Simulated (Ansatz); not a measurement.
System: Al6N (slab).

The calculation's input:

```
crystal:
  lattice:
    - [5.7135165839, 0.0, 0.0]
    - [-2.8567582919, 4.9480505066, 0.0]
    - [0.0, 0.0, 21.2013781942]
  atoms:
    - { symbol: Al, position: [0.3333333333, 0.1666666667, 0.1886669802] }
    - { symbol: Al, position: [0.3333333333, 0.6666666667, 0.1886669802] }
    - { symbol: Al, position: [0.8333333333, 0.1666666667, 0.1886669802] }
    - { symbol: Al, position: [0.8333333333, 0.6666666667, 0.1886669802] }
    - { symbol: Al, position: [0.1666666667, 0.3333333333, 0.2971844467] }
    - { symbol: Al, position: [0.1666666667, 0.8333333333, 0.2971844467] }
    - { symbol: Al, position: [0.6666666667, 0.3333333333, 0.2971844467] }
    - { symbol: Al, position: [0.6666666667, 0.8333333333, 0.2971844467] }
    - { symbol: Al, position: [0.0, 0.0, 0.4056990124] }
    - { symbol: Al, position: [0.0, 0.5, 0.4056990124] }
    - { symbol: Al, position: [0.5, 0.0, 0.4056990124] }
    - { symbol: Al, position: [0.5, 0.5, 0.4056990124] }
    - { symbol: "N", position: [0.0, 0.0833333333, 0.5415392381] }
    - { symbol: "N", position: [0.0, 0.0833333333, 0.5934226577] }
basis:
  ecutwfc: 420
kpoints:
  mp_grid: { grid: [6, 6, 1] }
hamiltonian:
  xc: pbe
  pseudopotentials: { kind: paw, azcp: { folder: soft_1 } }
scf:
  occupations: { method: gaussian, width: 0.1 }
output:
  forces: true
  eigenvalues: true
  write_density: true
  write_potential: true
  elf: true
  volumetric_format: npy
relax:
  adjacent_minimum: "off"
  f_tol: 0.025
  max_steps: 16
  constraints:
    - { sites: [0, 1, 2, 3, 4, 5, 6, 7, 8, 9, 10, 11] }
    - { sites: [12, 13], fix: xy }
efield:
  axis: 3
  dipole_correction: true
  ramp_width: 0.04
```

Command:

```sh
ansatz run input.yaml --threads 1 --pin off --max-ram 3072MiB --backend cpu --events-out ev --progress --plain --runs-dir out
```

The fields are those of the run's last geometry, not of the input's.

A point of a scan over the structure, not its minimum; PAW files of the earlier set (soft_1).

These are results of Ansatz 0.2.0, DFT PBE, scalar-relativistic, plane waves, PAW, not measurements.

### What can the converged valence pseudo-density and electron localisation function tell about the bonding?

N–N (1.10 Å): the density is about 4.5 e/Å³ at the midpoint; the ELF peaks at about 0.85 between the atoms.
Al–Al (2.86 Å): ρ is about 0.21 e/Å³ halfway; the ELF peaks at about 0.70 between the atoms.

### Metal or insulator at this level of theory?

It is gapless in this calculation (a metal or semimetal).

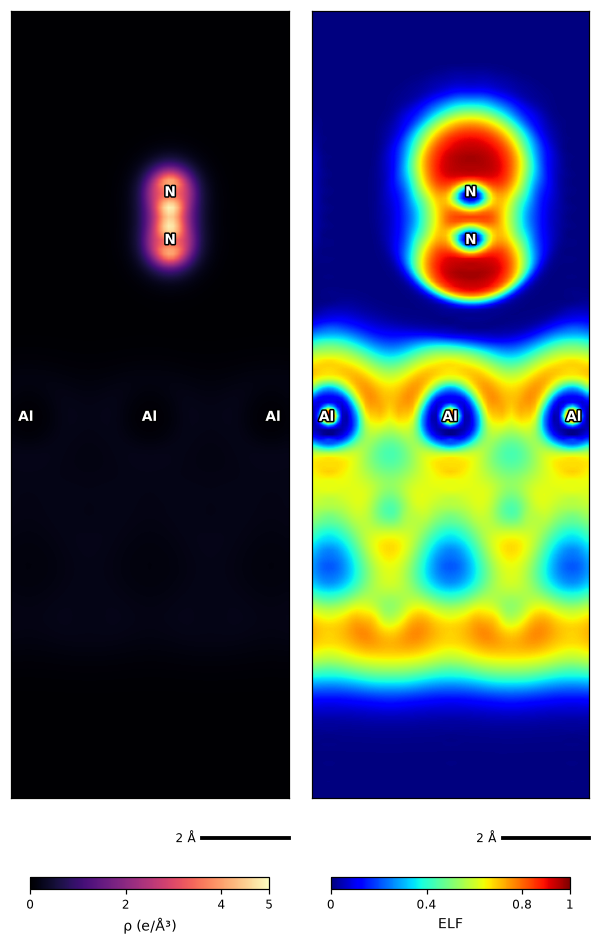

Computed valence pseudo-density and electron localisation function on the (100) plane of the calculation cell, a cut from vacuum to vacuum, in this order. Atoms just off the plane (Al, 0.8 Å away) can leave unmarked features too.

The density is the valence pseudo-density of a PAW calculation; it isn't the true density close to the nuclei.
